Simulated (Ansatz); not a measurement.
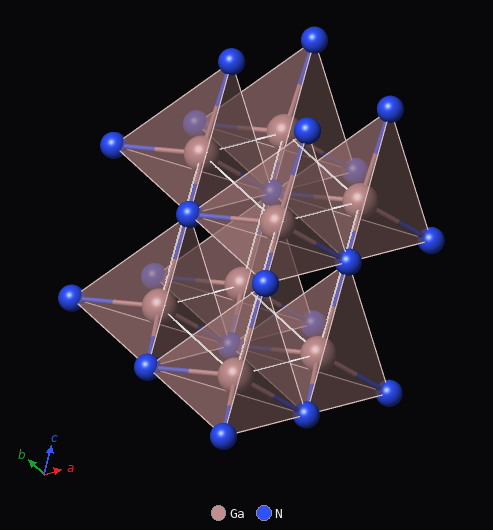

Shown here is a polyhedral view of the crystal, taken from a general direction. The parallelepiped is the simulation cell. Some neighbours outside the box are added.

Input for the calculation:
```yaml
crystal:
  lattice:
    - [0.0, 2.2489367673, 2.2152027158]
    - [2.2489367673, 0.0, 2.2152027158]
    - [2.2489367673, 2.2489367673, 0.0]
  atoms:
    - { symbol: Ga, position: [0.0, 0.0, 0.0] }
    - { symbol: "N", position: [0.75, 0.75, 0.75] }
basis:
  ecutwfc: 500
kpoints:
  mp_grid: { grid: [10, 10, 10] }
hamiltonian:
  xc: r2scan
scf:
  occupations: { method: gaussian, width: 0.05 }
output:
  forces: true
  stress: true
  eigenvalues: true
```
Run as:
```sh
ansatz run input.yaml --threads 1 --pin off --max-ram 2560MiB --backend cpu --events-out ev --progress --plain --runs-dir out
```

Calculation details: DFT r2SCAN, scalar-relativistic, plane waves, PAW (Ansatz); a kinetic-energy cutoff of 500 eV, k-points on a 10×10×10 grid, Gaussian smearing of 0.05 eV, no spin polarisation.

Question: Predict the gap.

Answer: A semiconductor at this level, with a gap of 2.22 eV on the k-mesh (the true edges may lie between mesh points, so the gap can be somewhat smaller).

Question: Which way would the volume go on relaxing?

Answer: The computed pressure is 3.1 GPa (compressed: it would expand). The stress isn't hydrostatic: its largest component is 4.3 GPa.

It goes back to a structure listed in the Materials Project. The cell was then strained or its atoms displaced on purpose. A calculation with Ansatz used it as input.
